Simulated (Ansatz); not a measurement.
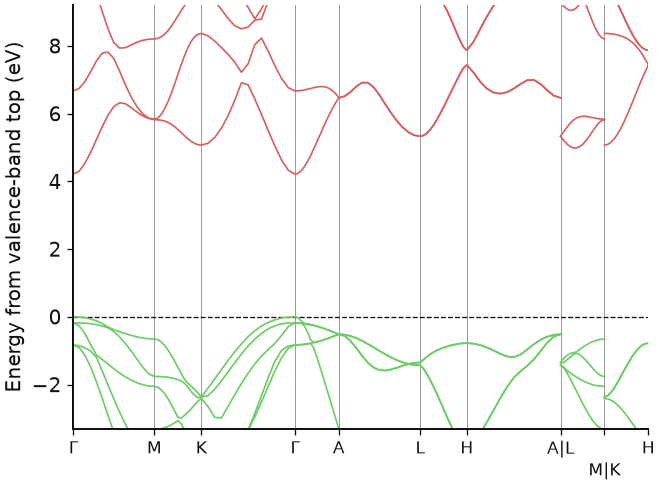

Band structure. Energies are counted from the top of the valence band.

System: wurtzite AlN, space group P6_3mc, 4 atoms in the cell; a = 3.113 Å, c = 4.981 Å (hexagonal axes).

Method: PBE, Ansatz PAW, no spin polarisation, no spin-orbit coupling, 7×7×5 k mesh, 420 eV cutoff, Fermi-Dirac smearing of 0.05 eV (Ansatz 0.2.0).

Is there a gap? Give its size, its kind and where the band edges lie.

Answer. The material is gapped. The gap along this path is 4.21 eV and direct: both edges lie at Γ.

How many bands meet at the valence-band top?

Answer. The top valence level at Γ is a single band, not degenerate (spin aside). The next level lies only 0.18 eV lower.

LDA, GGA and most meta-GGA functionals understate gaps. The cell is at 4 GPa in this functional.
